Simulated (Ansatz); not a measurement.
```cif
data_structure
_symmetry_space_group_name_H-M 'P 1'
_symmetry_Int_Tables_number 1
_cell_length_a 2.5672
_cell_length_b 4.4466
_cell_length_c 4.1921
_cell_angle_alpha 90.000
_cell_angle_beta 90.000
_cell_angle_gamma 90.000
_cell_volume 47.85
loop_
_atom_site_label
_atom_site_type_symbol
_atom_site_fract_x
_atom_site_fract_y
_atom_site_fract_z
_atom_site_occupancy
Cu1 Cu 0.00000 0.29915 0.25000 1
Cu2 Cu 0.50000 0.79915 0.25000 1
Cu3 Cu 0.50000 0.20085 0.75000 1
Cu4 Cu 0.00000 0.70085 0.75000 1
```

Space group Cmcm; a structure from a database of computed crystals, not necessarily the ambient phase; computed without spin polarisation; PAW files of the earlier set (soft_1).

These are results of Ansatz 0.2.0, DFT PBE, scalar-relativistic, plane waves, PAW, not measurements.

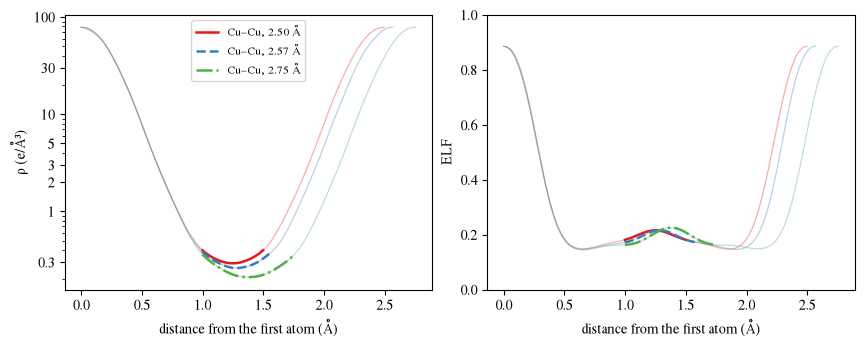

Cu. Valence electron density and electron localisation function along straight lines between neighbouring atoms. Thin, pale parts lie inside the atomic spheres.

The density is the valence pseudo-density of a PAW calculation; it isn't the true density close to the nuclei.

**Compare the contacts.**

Cu–Cu (2.50 Å): the density is about 0.29 e/Å³ at the midpoint; the ELF is about 0.20 at the midpoint: no shared electron pair shows on this line.
Cu–Cu (2.57 Å): ρ is about 0.26 e/Å³ halfway; the ELF is about 0.20 at the midpoint; no shared electron pair shows on this line.
Cu–Cu (2.75 Å): the density is about 0.21 e/Å³ at the midpoint; the ELF is about 0.25 at the midpoint; no shared electron pair shows on this line.
